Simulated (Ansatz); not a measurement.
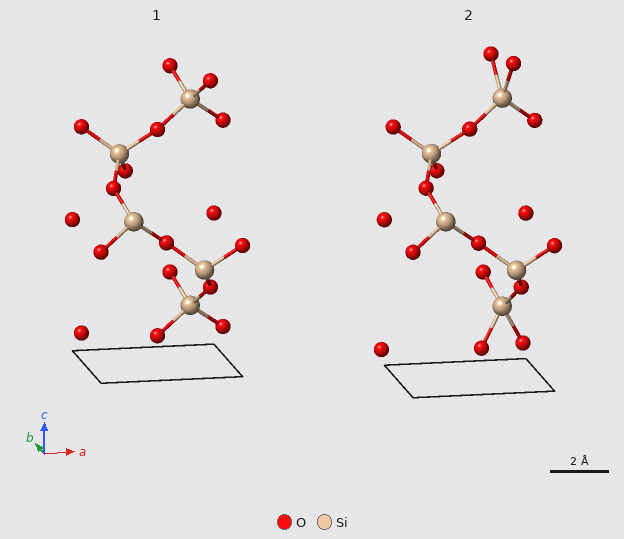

Two geometries of a slab of composition Si5O12 (cut from the I-42d phase), drawn at one scale. One is the start of a relaxation, the other its converged end. Style: ball-and-stick. Shown: the cell of the calculation, outlined in the plane, without the vacuum (origin shifted), slightly off an axis.

The calculation used Ansatz, DFT PBE, scalar-relativistic, plane waves, PAW. Settings: plane-wave cutoff 420 eV; k-point mesh 5 × 5 × 1; occupations gaussian; smearing width 0.05 eV; no spin polarisation; dipole correction; atoms relaxed in a fixed cell; force threshold 0.02 eV/Å; at most 60 steps.

> Which of the two is the end point?

Structure 2 is the relaxed one. Case: (0 0 1) slab, atoms relaxed. The slab is the (0 0 1) face of SiO2. The largest moves, 0.73 Å, are those of O atoms. Largest moves by element: O 0.73 Å, Si 0.03 Å. The cell doesn't change. Some distances before and after: O–O 2.678 → 1.642 Å, O–Si 1.626 → 1.621 Å. Among the angles between lasting bonds that change: O–Si–O 110.9° → 60.5°, O–Si–O 108.8° → 121.4°, O–Si–O 108.8° → 119.7°. The energy falls by 2.429 eV per cell of the calculation in 8 accepted moves (9 points after the start). The largest force component goes from 0.64 to 0.017 eV/Å. 1 step only repeated the SCF at the same geometry.
